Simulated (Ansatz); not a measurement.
# Au: 5 runs along one coordinate

System: Au (P6₃/mmc, 2 atoms in the cell).
Method: Kohn-Sham DFT of a periodic cell, PBE, Ansatz PAW, no spin polarisation (Ansatz 0.2.0).

The 5 runs differ only in the geometry, by an even scaling of the cell at fixed fractional positions. The structure derives from an entry of the Crystallography Open Database.

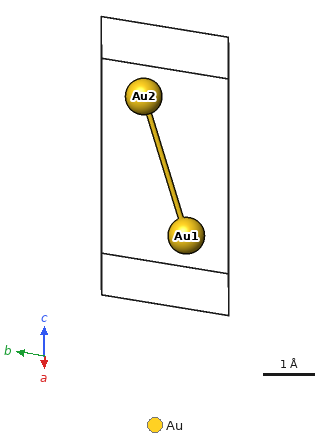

Figure 1. The structure of run 3 (ball-and-stick view of the cell of the calculation, seen at an oblique angle; atoms are numbered from 1 in the order of the input).

## Input of run 3
```yaml
crystal:
  lattice:
    - [2.9192058577, 0.0, 0.0]
    - [-1.4596029289, 2.5281064317, 0.0]
    - [0.0, 0.0, 4.9123188227]
  atoms:
    - { symbol: Au, position: [0.6666666667, 0.3333333333, 0.25] }
    - { symbol: Au, position: [0.3333333333, 0.6666666667, 0.75] }
hamiltonian:
  xc: pbe
  pseudopotentials: { kind: paw }
kpoints:
  mp_grid: { grid: [11, 11, 6] }
scf:
  occupations: { method: fermi_dirac, width: 0.05 }
output:
  forces: true
  stress: true
  eigenvalues: true
```

Command:
```bash
ansatz run input.yaml --threads 2 --pin off --max-ram 5120MiB --backend cpu --events-out ev --progress --plain --runs-dir out
```

Run 2 differs from it as follows:
```diff
-    - [2.9192058577, 0.0, 0.0]
-    - [-1.4596029289, 2.5281064317, 0.0]
-    - [0.0, 0.0, 4.9123188227]
+    - [2.8805363263, 0.0, 0.0]
+    - [-1.4402681631, 2.4946176351, 0.0]
+    - [0.0, 0.0, 4.8472473353]
```

## Results, with one run withheld

| run | volume per atom (Å³) | free energy per atom, from the lowest run given (meV) | pressure (GPa) |
| --- | --- | --- | --- |
| 1 | 17.060 | 23.75 | 8.69 |
| 2 | 17.416 | ? | ? |
| 3 | 18.127 | 0.00 | −0.93 |
| 4 | 18.482 | 4.84 | −3.38 |
| 5 | 18.837 | 14.75 | −5.51 |

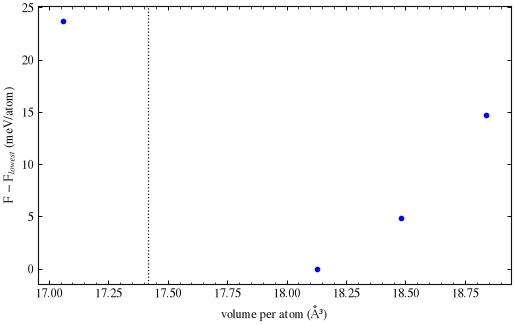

Figure 2. Free energy per atom of the runs given; the dotted line marks run 2.

What should run 2 give?

A quadratic polynomial in V^(−2/3) (the Birch–Murnaghan form), fitted to the 4 runs given, misses them by at most 0.08 meV per atom. With x = V^(−2/3) − 0.14503 Å⁻², it reads F = −0.049421 − 798.74 x + 8.2741e+05 x² (meV per atom). At run 2 it gives 8.88 meV per atom, and the run itself gives 8.58. The slope of the fit gives a pressure −dF/dV of 5.02 GPa there, and the run prints 5.06 GPa. The fit has its minimum at 18.016 Å³ per atom, where V d²F/dV² gives 138 GPa. Cell shape and fractional positions are held, so this is the stiffness under even scaling; the relaxed bulk modulus wasn't computed.

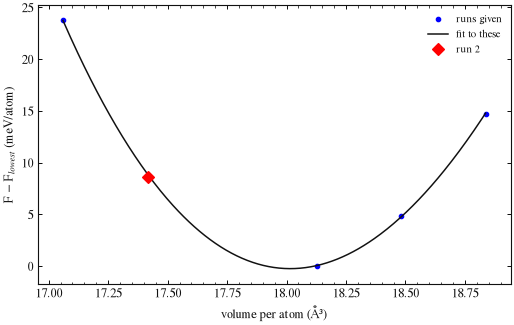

Figure 3. The fit and the withheld run.

## Output, shortened to warnings, some set-up lines, iterations and results (run 2)
```
Basis set: ecut = 420 eV, 701 PW (Γ), exchange–correlation on 40×40×72 points (8 copies of the dense FFT grid, shifted against one another)
Symmetry: 24 space group operations
k-points: 64 of 726
Initial density: superposition of atomic densities (neutral atoms: chi_scale 0, normalization atom), corrected by the library's trained network
[...]
SCF iter   1: F=—  HF=-26298.629647 eV  |F-HF|=—  |Δ(HF+E_count)|=         —  Δρ=2.11e-3  dr2=4.66e-4  ethr=1.77e-3  ⟨swp⟩=4.6  Hψ=5572  notcnv=0
SCF iter   2: F=—  HF=-26298.631024 eV  |F-HF|=—  |Δ(HF+E_count)|=   1.38e-3  Δρ=1.25e-3  dr2=1.83e-4  ethr=1.23e-6  ⟨swp⟩=3.1  Hψ=3536  notcnv=0
SCF iter   3: F=—  HF=-26298.631302 eV  |F-HF|=—  |Δ(HF+E_count)|=   2.78e-4  Δρ=1.13e-4  dr2=1.56e-6  ethr=4.82e-7  ⟨swp⟩=2.0  Hψ=2176  notcnv=0
SCF iter   4: F=—  HF=-26298.631302 eV  |F-HF|=—  |Δ(HF+E_count)|=   4.16e-7  Δρ=2.44e-5  dr2=1.72e-7  ethr=4.10e-9  ⟨swp⟩=2.6  Hψ=2636  notcnv=0
SCF iter   5: F=-26298.631302 eV  HF=-26298.631302 eV  |F-HF|=5.46e-11  |Δ(HF+E_count)|=   1.05e-8  Δρ=7.84e-6  dr2=1.56e-8  ethr=4.51e-10  ⟨swp⟩=2.0  Hψ=2408  notcnv=0
SCF iter   6: F=-26298.631302 eV  HF=-26298.631302 eV  |F-HF|=3.75e-10  |Δ(HF+E_count)|=   1.59e-9  Δρ=2.16e-6  dr2=1.05e-9  ethr=4.10e-11  ⟨swp⟩=1.4  Hψ=4522  notcnv=0
SCF 1 converged in 6 iterations: F = -26298.631302 eV  dr2 = 1.05e-9
SCF converged after 6 iterations
Free energy (F): -26298.631302 eV
Harris-Foulkes:  -26298.631302 eV  (|F-HF|=3.75e-10)
Internal energy: -26298.622710 eV  (E = F + TS)
E sigma→0 (E₀):  -26298.627006 eV
Entropy (-TS):   -0.008592 eV (-4.296 meV/atom)
Fermi energy:    20.023756 eV
--- Per-component energies (eV) ---
  E_band       = -432.433717
  E_kinetic    = 1209.553616
  E_local      = -3474.783393  (includes V_loc(G=0)·N_el)
  E_nonlocal   = 148.583558
  E_hartree    = 1478.889293
  E_xc         = -456.008703
  E_vxc        = -550.468190  (∫ρ·V_xc dr)
  E_paw        = -19413.468127  (= ΣΔE_a)
  E_vpaw       = -723.101561  (= ΣTr[D̂ρ^β])
  E_aug_tail   = 0.002902  (compensation charges beyond the density's cutoff)
  E_ewald      = -5791.391856
  E_smearing   = -0.008592  (= −TS)
  E_closure    = 0.000000  (closes the sum)
  Σ components = -26298.631302   (vs F -26298.631302, Δ=0.00e0)
--- Forces (eV/Å), atoms counted from 1 ---
  atom   1  Au    -0.00000000    -0.00000000     0.00000000
  atom   2  Au     0.00000000     0.00000000     0.00000000
  max |Σ_I F_I| component: 4.63e-18 eV/Å
--- Stress (GPa, compression-positive) ---
        5.445960      -0.000000       0.000000
       -0.000000       5.445960       0.000000
        0.000000       0.000000       4.287342
  P = ⅓ Tr σ = 5.0598 GPa (50.598 kbar)
```

Notes: Spin–orbit coupling is left out, which matters for Au.
